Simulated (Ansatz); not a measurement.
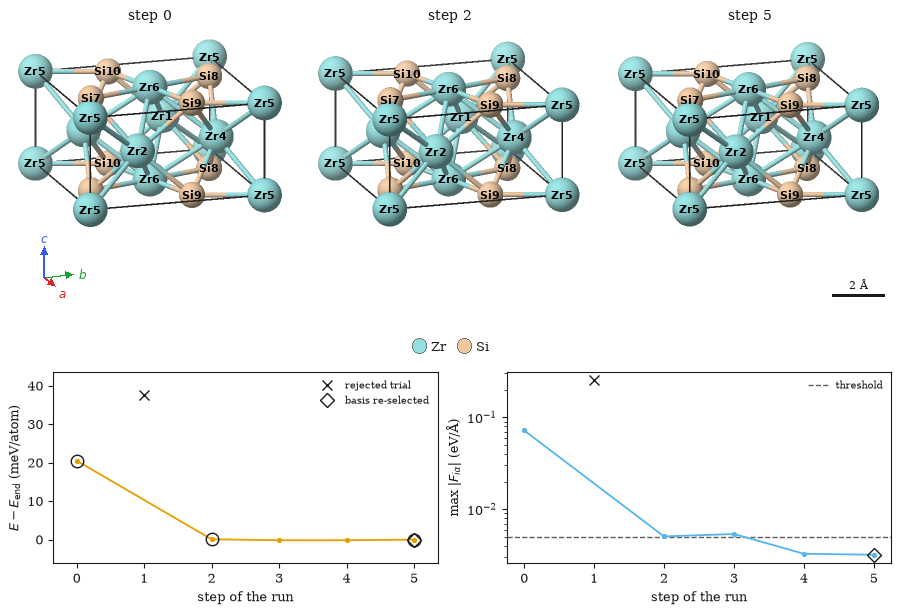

Frames of a relaxation of solid Zr3Si2 (set up in P4/mbm), marked on the history of the run. The picture is a ball-and-stick view of the cell of the calculation, seen slightly off an axis.

These are results of Ansatz, DFT LDA, scalar-relativistic, plane waves, PAW, not measurements.

Input file:
```yaml
crystal:
  lattice:
    - [7.10277134, 0.0, 0.0]
    - [0.0, 7.10277134, 0.0]
    - [0.0, 0.0, 3.71373656]
  atoms:
    - { symbol: Zr, position: [0.17407467, 0.67407467, 0.5] }
    - { symbol: Zr, position: [0.82592533, 0.32592533, 0.5] }
    - { symbol: Zr, position: [0.32592533, 0.17407467, 0.5] }
    - { symbol: Zr, position: [0.67407467, 0.82592533, 0.5] }
    - { symbol: Zr, position: [0.0, 0.0, 0.0] }
    - { symbol: Zr, position: [0.5, 0.5, 0.0] }
    - { symbol: Si, position: [0.62185435, 0.12185435, 0.0] }
    - { symbol: Si, position: [0.37814565, 0.87814565, 0.0] }
    - { symbol: Si, position: [0.87814565, 0.62185435, 0.0] }
    - { symbol: Si, position: [0.12185435, 0.37814565, 0.0] }
basis:
  ecutwfc: 420
kpoints:
  mp_grid: { grid: [6, 6, 10] }
hamiltonian:
  xc: lda
scf:
  occupations: { method: gaussian, width: 0.1 }
output:
  forces: true
  stress: true
  eigenvalues: true
  write_density: true
  write_potential: true
  elf: true
  volumetric_format: npy
relax:
  adjacent_minimum: "off"
  f_tol: 0.005
  max_steps: 80
  cell: { stress_tol: 0.05 }
```

Run as
```bash
ansatz run input.yaml --threads 4 --pin off --max-ram 12288MiB --backend cpu --events-out ev --progress --plain --runs-dir out
```

**Describe the path.**

The largest moves relative to the cell, 0.008 Å, are those of Zr1, Zr2, Zr3 and Zr4. Zr2 goes along [−1 −1 0]. By element the largest moves are Zr 0.008 Å, Si 0.004 Å. The volume changes by −4.9 %, with a = b 7.103 → 7.020 Å (−1.2 %), c 3.714 → 3.616 Å (−2.6 %). Among the contacts that change: Zr1–Si8 2.766 → 2.706 Å, Zr1–Zr5 3.215 → 3.160 Å, Zr1–Si10 2.829 → 2.785 Å, Zr5–Si10 2.822 → 2.787 Å. The space group stays P4/mbm (No. 127). The energy falls by 20.5 meV per atom in 3 accepted moves (5 points after the start). The largest force component goes from 0.072 to 0.0032 eV/Å. Pressure: −6.62 GPa at the start and −0.01 GPa at the end. The line search rejected the trial step at point 1 of the run. The SCF was repeated once at an unchanged geometry on a basis and grid sized afresh for the cell, which shifted the energy by 0.2 meV per atom at most. Cost: 54 s on 4 threads of Oxide Virtual Turin-like Processor (Zen 5), with other jobs on the host, peak memory 0.93 GiB. From step 0 to 2: volume −4.4 %, energy −20.4 meV per atom. From step 2 to 5: volume −0.5 %, energy −0.1 meV per atom.

```json
{"step": "0", "E − E(0), meV/atom": "0.00", "largest force component, eV/Å": "0.0720", "pressure, GPa": "-6.62", "volume, Å³/atom": "18.736", "note": ""}
{"step": "1", "E − E(0), meV/atom": "17.08", "largest force component, eV/Å": "0.2517", "pressure, GPa": "11.06", "volume, Å³/atom": "16.700", "note": "rejected"}
{"step": "2", "E − E(0), meV/atom": "-20.44", "largest force component, eV/Å": "0.0051", "pressure, GPa": "-0.75", "volume, Å³/atom": "17.909", "note": ""}
{"step": "3", "E − E(0), meV/atom": "-20.69", "largest force component, eV/Å": "0.0054", "pressure, GPa": "0.01", "volume, Å³/atom": "17.814", "note": ""}
{"step": "4", "E − E(0), meV/atom": "-20.69", "largest force component, eV/Å": "0.0033", "pressure, GPa": "0.00", "volume, Å³/atom": "17.816", "note": ""}
{"step": "5", "E − E(0), meV/atom": "-20.53", "largest force component, eV/Å": "0.0032", "pressure, GPa": "-0.01", "volume, Å³/atom": "17.816", "note": "same geometry, new basis"}
```
